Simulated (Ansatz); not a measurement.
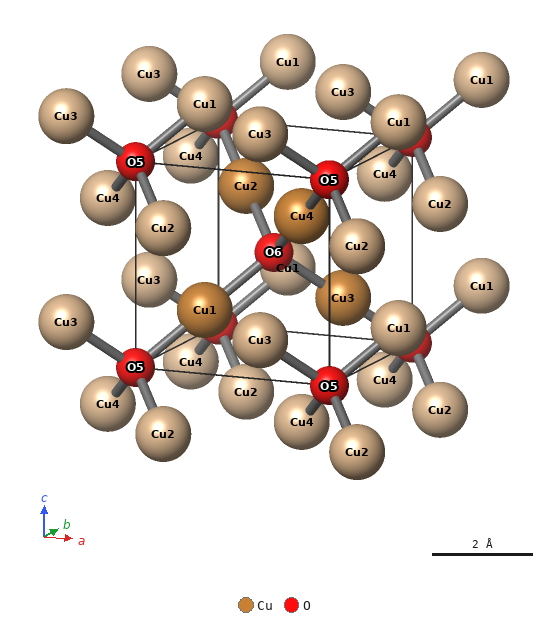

Figure 1. The structure as given in the input (ball-and-stick view of the cell of the calculation, seen slightly off an axis; neighbours outside the cell are drawn fainter; atoms are numbered from 1 in the order of the input).

## Cu₂O: a changed input and its effect

System: Cu₂O (Pn-3m, 6 atoms in the cell).
Method of run 1: independent-particle optics of PBE bands, plane waves, PAW, no spin polarisation (Ansatz 0.2.0).

The structure derives from an entry of the Crystallography Open Database. The geometry comes from this level: r2SCAN. Text and figures count atoms from 1; the logs count them from 0 in places.

**The input, run 1**
```yaml
crystal:
  lattice:
    - [4.2460804562, 0.0, 0.0]
    - [0.0, 4.2460804562, 0.0]
    - [0.0, 0.0, 4.2460804562]
  atoms:
    - { symbol: Cu, position: [0.25, 0.25, 0.25] }
    - { symbol: Cu, position: [0.25, 0.75, 0.75] }
    - { symbol: Cu, position: [0.75, 0.75, 0.25] }
    - { symbol: Cu, position: [0.75, 0.25, 0.75] }
    - { symbol: O, position: [0.0, 0.0, 0.0] }
    - { symbol: O, position: [0.5, 0.5, 0.5] }
kpoints:
  mp_grid: { grid: [6, 6, 6] }
hamiltonian:
  xc: pbe
scf:
  occupations: { method: fixed }
output:
  optics: { e_range: [0, 12], de: 0.05, sigma: 0.1, bands: auto }
```

Command:
```bash
ansatz run input.yaml --threads 4 --pin off --max-ram 5529MiB --backend cpu --events-out ev --progress --plain --runs-dir out
```

Hardware: 4 threads of Arm Neoverse V2, 24 GiB of memory available, shared host.

**Output, shortened to warnings, some set-up lines, iterations and results (run 1)**
```
Basis set: ecut = 420 eV, 1503 PW (Γ)
Symmetry: 48 space group operations
k-points: 20 of 216
Initial density: superposition of atomic densities (neutral atoms: chi_scale 0, normalization atom), corrected by the library's trained network
[...]
SCF iter   1: F=—  HF=-27632.951360 eV  |F-HF|=—  |Δ(HF+E_count)|=         —  Δρ=1.52e-3  dr2=1.00e-3  ethr=1.77e-3  ⟨swp⟩=4.8  Hψ=3468  notcnv=0  defer=129
SCF iter   2: F=—  HF=-27632.951798 eV  |F-HF|=—  |Δ(HF+E_count)|=   4.38e-4  Δρ=6.47e-4  dr2=2.18e-4  ethr=1.14e-6  ⟨swp⟩=3.0  Hψ=2124  notcnv=0  defer=135
SCF iter   3: F=—  HF=-27632.952024 eV  |F-HF|=—  |Δ(HF+E_count)|=   2.27e-4  Δρ=8.26e-4  dr2=3.10e-4  ethr=2.48e-7  ⟨swp⟩=2.0  Hψ=1857  notcnv=0  defer=134
SCF iter   4: F=—  HF=-27632.952000 eV  |F-HF|=—  |Δ(HF+E_count)|=   2.43e-5  Δρ=1.69e-4  dr2=1.67e-5  ethr=2.48e-7  ⟨swp⟩=2.0  Hψ=1426  notcnv=0  defer=96
SCF iter   5: F=—  HF=-27632.952013 eV  |F-HF|=—  |Δ(HF+E_count)|=   1.32e-5  Δρ=8.93e-5  dr2=4.94e-6  ethr=1.90e-8  ⟨swp⟩=2.0  Hψ=1558  notcnv=0  defer=62
SCF iter   6: F=—  HF=-27632.952018 eV  |F-HF|=—  |Δ(HF+E_count)|=   4.67e-6  Δρ=4.98e-5  dr2=1.19e-6  ethr=5.62e-9  ⟨swp⟩=2.0  Hψ=1516  notcnv=0  defer=62
SCF iter   7: F=—  HF=-27632.952017 eV  |F-HF|=—  |Δ(HF+E_count)|=   2.80e-7  Δρ=1.64e-5  dr2=9.97e-8  ethr=1.35e-9  ⟨swp⟩=2.0  Hψ=1558  notcnv=0  defer=62
SCF iter   8: F=—  HF=-27632.952017 eV  |F-HF|=—  |Δ(HF+E_count)|=   4.95e-8  Δρ=7.50e-6  dr2=2.24e-8  ethr=1.13e-10  ⟨swp⟩=2.4  Hψ=1561  notcnv=0  defer=62
SCF iter   9: F=—  HF=-27632.952017 eV  |F-HF|=—  |Δ(HF+E_count)|=   3.46e-9  Δρ=1.61e-6  dr2=1.27e-9  ethr=2.55e-11  ⟨swp⟩=2.1  Hψ=1512  notcnv=0  defer=62
SCF iter  10: F=—  HF=-27632.952017 eV  |F-HF|=—  |Δ(HF+E_count)|=  1.75e-10  Δρ=2.87e-7  dr2=6.01e-11  ethr=1.44e-12  ⟨swp⟩=2.0  Hψ=1204  notcnv=0  defer=62
SCF iter  11: F=-27632.952017 eV  HF=-27632.952017 eV  |F-HF|=1.46e-11  |Δ(HF+E_count)|=  2.55e-11  Δρ=6.46e-8  dr2=3.13e-12  ethr=1.00e-12  ⟨swp⟩=8.8  Hψ=3560  notcnv=0
SCF 1 converged in 11 iterations: F = -27632.952017 eV  dr2 = 3.13e-12
NSCF: frozen V_eff on 20 k-points
Optics k sum: 0 of 20 k-points
Optics k sum: 1 of 20 k-points
Optics k sum: 2 of 20 k-points
Optics k sum: 3 of 20 k-points
Optics k sum: 4 of 20 k-points
Optics k sum: 5 of 20 k-points
Optics k sum: 6 of 20 k-points
Optics k sum: 7 of 20 k-points
Optics k sum: 8 of 20 k-points
Optics k sum: 9 of 20 k-points
Optics k sum: 10 of 20 k-points
Optics k sum: 11 of 20 k-points
Optics k sum: 12 of 20 k-points
Optics k sum: 13 of 20 k-points
Optics k sum: 14 of 20 k-points
Optics k sum: 15 of 20 k-points
Optics k sum: 16 of 20 k-points
Optics k sum: 17 of 20 k-points
Optics k sum: 18 of 20 k-points
Optics k sum: 19 of 20 k-points
Optics k sum: 20 of 20 k-points
Optics k sum: 0 of 20 k-points
Optics k sum: 1 of 20 k-points
Optics k sum: 2 of 20 k-points
Optics k sum: 3 of 20 k-points
Optics k sum: 4 of 20 k-points
Optics k sum: 5 of 20 k-points
Optics k sum: 6 of 20 k-points
Optics k sum: 7 of 20 k-points
Optics k sum: 8 of 20 k-points
Optics k sum: 9 of 20 k-points
Optics k sum: 10 of 20 k-points
Optics k sum: 11 of 20 k-points
Optics k sum: 12 of 20 k-points
Optics k sum: 13 of 20 k-points
Optics k sum: 14 of 20 k-points
Optics k sum: 15 of 20 k-points
Optics k sum: 16 of 20 k-points
Optics k sum: 17 of 20 k-points
Optics k sum: 18 of 20 k-points
Optics k sum: 19 of 20 k-points
Optics k sum: 20 of 20 k-points
[...]
```

The input of run 2 differs as follows (lines with − go, lines with + come):
```diff
-  optics: { e_range: [0, 12], de: 0.05, sigma: 0.1, bands: auto }
+  optics:
+    e_range: [0, 12]
+    de: 0.05
+    sigma: 0.1
+    bands: auto
+    scissors: 1.476
```

How does run 2 compare with run 1?

The energy doesn't change within 0.01 meV per atom. The number of SCF iterations is the same.

**Output, shortened to warnings, some set-up lines, iterations and results (run 2)**
```
Basis set: ecut = 420 eV, 1503 PW (Γ)
Symmetry: 48 space group operations
k-points: 20 of 216
Initial density: superposition of atomic densities (neutral atoms: chi_scale 0, normalization atom), corrected by the library's trained network
[...]
SCF iter   1: F=—  HF=-27632.951360 eV  |F-HF|=—  |Δ(HF+E_count)|=         —  Δρ=1.52e-3  dr2=1.00e-3  ethr=1.77e-3  ⟨swp⟩=4.8  Hψ=3468  notcnv=0  defer=129
SCF iter   2: F=—  HF=-27632.951798 eV  |F-HF|=—  |Δ(HF+E_count)|=   4.38e-4  Δρ=6.47e-4  dr2=2.18e-4  ethr=1.14e-6  ⟨swp⟩=3.0  Hψ=2124  notcnv=0  defer=135
SCF iter   3: F=—  HF=-27632.952024 eV  |F-HF|=—  |Δ(HF+E_count)|=   2.27e-4  Δρ=8.26e-4  dr2=3.10e-4  ethr=2.48e-7  ⟨swp⟩=2.0  Hψ=1857  notcnv=0  defer=134
SCF iter   4: F=—  HF=-27632.952000 eV  |F-HF|=—  |Δ(HF+E_count)|=   2.43e-5  Δρ=1.69e-4  dr2=1.67e-5  ethr=2.48e-7  ⟨swp⟩=2.0  Hψ=1426  notcnv=0  defer=96
SCF iter   5: F=—  HF=-27632.952013 eV  |F-HF|=—  |Δ(HF+E_count)|=   1.32e-5  Δρ=8.93e-5  dr2=4.94e-6  ethr=1.90e-8  ⟨swp⟩=2.0  Hψ=1558  notcnv=0  defer=62
SCF iter   6: F=—  HF=-27632.952018 eV  |F-HF|=—  |Δ(HF+E_count)|=   4.67e-6  Δρ=4.98e-5  dr2=1.19e-6  ethr=5.62e-9  ⟨swp⟩=2.0  Hψ=1516  notcnv=0  defer=62
SCF iter   7: F=—  HF=-27632.952017 eV  |F-HF|=—  |Δ(HF+E_count)|=   2.80e-7  Δρ=1.64e-5  dr2=9.97e-8  ethr=1.35e-9  ⟨swp⟩=2.0  Hψ=1558  notcnv=0  defer=62
SCF iter   8: F=—  HF=-27632.952017 eV  |F-HF|=—  |Δ(HF+E_count)|=   4.95e-8  Δρ=7.50e-6  dr2=2.24e-8  ethr=1.13e-10  ⟨swp⟩=2.4  Hψ=1561  notcnv=0  defer=62
SCF iter   9: F=—  HF=-27632.952017 eV  |F-HF|=—  |Δ(HF+E_count)|=   3.46e-9  Δρ=1.61e-6  dr2=1.27e-9  ethr=2.55e-11  ⟨swp⟩=2.1  Hψ=1512  notcnv=0  defer=62
SCF iter  10: F=—  HF=-27632.952017 eV  |F-HF|=—  |Δ(HF+E_count)|=  1.75e-10  Δρ=2.87e-7  dr2=6.01e-11  ethr=1.44e-12  ⟨swp⟩=2.0  Hψ=1204  notcnv=0  defer=62
SCF iter  11: F=-27632.952017 eV  HF=-27632.952017 eV  |F-HF|=1.46e-11  |Δ(HF+E_count)|=  2.55e-11  Δρ=6.46e-8  dr2=3.13e-12  ethr=1.00e-12  ⟨swp⟩=8.8  Hψ=3560  notcnv=0
SCF 1 converged in 11 iterations: F = -27632.952017 eV  dr2 = 3.13e-12
NSCF: frozen V_eff on 20 k-points
Optics k sum: 0 of 20 k-points
Optics k sum: 1 of 20 k-points
Optics k sum: 2 of 20 k-points
Optics k sum: 3 of 20 k-points
Optics k sum: 4 of 20 k-points
Optics k sum: 5 of 20 k-points
Optics k sum: 6 of 20 k-points
Optics k sum: 7 of 20 k-points
Optics k sum: 8 of 20 k-points
Optics k sum: 9 of 20 k-points
Optics k sum: 10 of 20 k-points
Optics k sum: 11 of 20 k-points
Optics k sum: 12 of 20 k-points
Optics k sum: 13 of 20 k-points
Optics k sum: 14 of 20 k-points
Optics k sum: 15 of 20 k-points
Optics k sum: 16 of 20 k-points
Optics k sum: 17 of 20 k-points
Optics k sum: 18 of 20 k-points
Optics k sum: 19 of 20 k-points
Optics k sum: 20 of 20 k-points
Optics k sum: 0 of 20 k-points
Optics k sum: 1 of 20 k-points
Optics k sum: 2 of 20 k-points
Optics k sum: 3 of 20 k-points
Optics k sum: 4 of 20 k-points
Optics k sum: 5 of 20 k-points
Optics k sum: 6 of 20 k-points
Optics k sum: 7 of 20 k-points
Optics k sum: 8 of 20 k-points
Optics k sum: 9 of 20 k-points
Optics k sum: 10 of 20 k-points
Optics k sum: 11 of 20 k-points
Optics k sum: 12 of 20 k-points
Optics k sum: 13 of 20 k-points
Optics k sum: 14 of 20 k-points
Optics k sum: 15 of 20 k-points
Optics k sum: 16 of 20 k-points
Optics k sum: 17 of 20 k-points
Optics k sum: 18 of 20 k-points
Optics k sum: 19 of 20 k-points
Optics k sum: 20 of 20 k-points
[...]
```

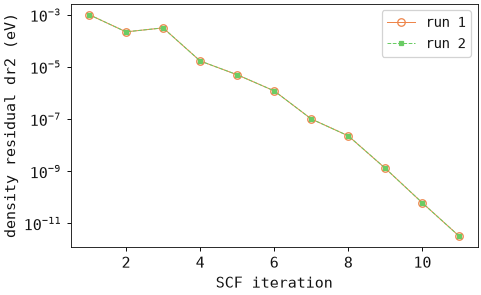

Figure 2. Convergence of the two runs: density residual dr2 against the SCF iteration. Run 1 takes 11 iterations in all, and run 2 takes 11.

**The two runs side by side**

| quantity | run 1 | run 2 |
| --- | --- | --- |
| outcome | converged | converged |
| free energy per atom (eV) | −4605.4920 | −4605.4920 |
| gap on the mesh (eV) | 0.56 | 0.56 |
| SCF iterations | 11 | 11 |
| irreducible k-points | 20 | 20 |
| plane waves at Γ | 1503 | 1503 |
| wall time (shared host) | 64 s | 64 s |
